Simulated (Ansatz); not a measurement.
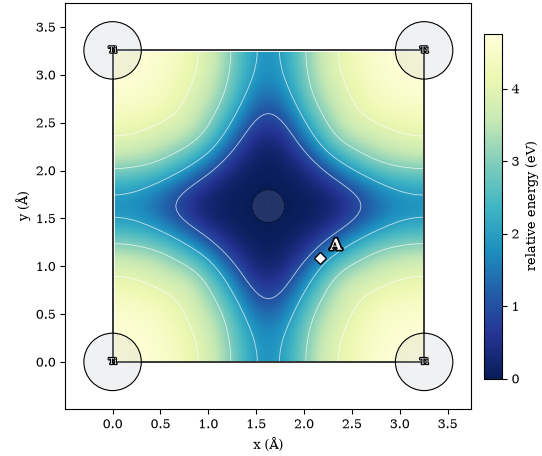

C on a Ti(100) slab cut from the Im-3m phase, its upper half relaxed before the scan (16 atoms of substrate and one adsorbate in a 2 × 2 cell). C is moved over the surface cell; relaxed at each place: the height of the adsorbate's atoms; substrate rigid; the origin of the map has the adsorbate above Ti13. Places are given modulo a cell vector. The map is drawn in real space over the plane of the surface. The scan uses a 6 × 6 grid; 10 points were computed and 26 follow by symmetry. Places are given in fractions of the 1 × 1 surface cell. Energies are in eV, from the lowest grid point. Level of theory: DFT PBE, scalar-relativistic, plane waves, PAW in Ansatz. Settings: cutoff 420 eV, k-mesh 4×4×1, gaussian smearing 0.1 eV, no spin polarisation.

In the figure: a smooth colour map with a few white contour lines, labelled circles for the atoms of the top layer and small ones for the second layer, the outline of one cell of the plane, the point A. Between grid points the surface is interpolated.

Question: Is A at rest? If not, where is it pushed?

Answer: A, at (4/6, 2/6) of the cell vectors, is not a stationary point. The computed force is 6 eV/Å in the plane, pointing up and left in the picture (components −4.3 and 4.3 eV/Å).

PAW datasets: the set soft_1.
